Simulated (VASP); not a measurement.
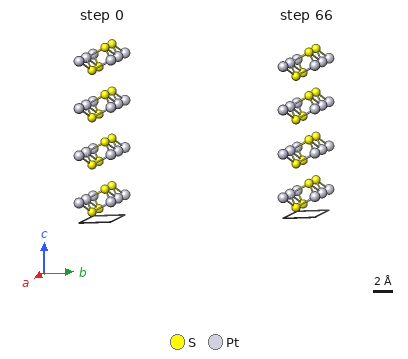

The structure of a slab of composition PtS2 before (left) and after (right) a relaxation, at one scale.

Style: ball-and-stick. Shown: the 2 × 1 repeat of the cell, outlined in the plane, without the vacuum, slightly off an axis.

The run lets cell and atoms move.

The calculation used Kohn-Sham DFT of a periodic cell, LDA, VASP PAW LDA potentials, recommended (VASP 6.6.1).

Input
```
SYSTEM = PtS2
PREC = Accurate ; ENCUT = 600
EDIFF = 1E-6 ; ISMEAR = 0
SIGMA = 0.03 ; LREAL = .False.
LASPH = .True. ; NELM = 80
ALGO = Normal ; ISIF = 3
LWAVE = .False. ; LCHARG = .False.
GGA = CA ; IBRION = 2
NSW = 90 ; EDIFFG = -0.01
LATTICE_CONSTRAINTS = .TRUE. .TRUE. .FALSE. ; KPAR = 4
```

Launched with:
```bash
cat potpaw_LDA.64/S/POTCAR potpaw_LDA.64/Pt/POTCAR > POTCAR
mpirun -np 4 vasp_std > vasp.out
```

**What changed between the two?**

The run was cut off at its time limit before the relaxation converged, so the last structure is only a point on the way. The largest moves relative to the layer's centre, 0.62 Å, are those of S atoms. Largest moves by element: S 0.62 Å, Pt 0.57 Å. In the plane the drawn cell goes a 7.086 → 7.084 Å (0.0 %), b 3.543 → 3.542 Å (0.0 %). Among the contacts that change: Pt–S 2.344 → 2.377 Å. Over 66 geometry steps the energy falls by 0.293 eV per cell of the calculation. Largest force component: 0.81 eV/Å at the start, 0.36 eV/Å at the end. At step 1 the optimiser overshot: the energy rose above the start, and later steps came back.
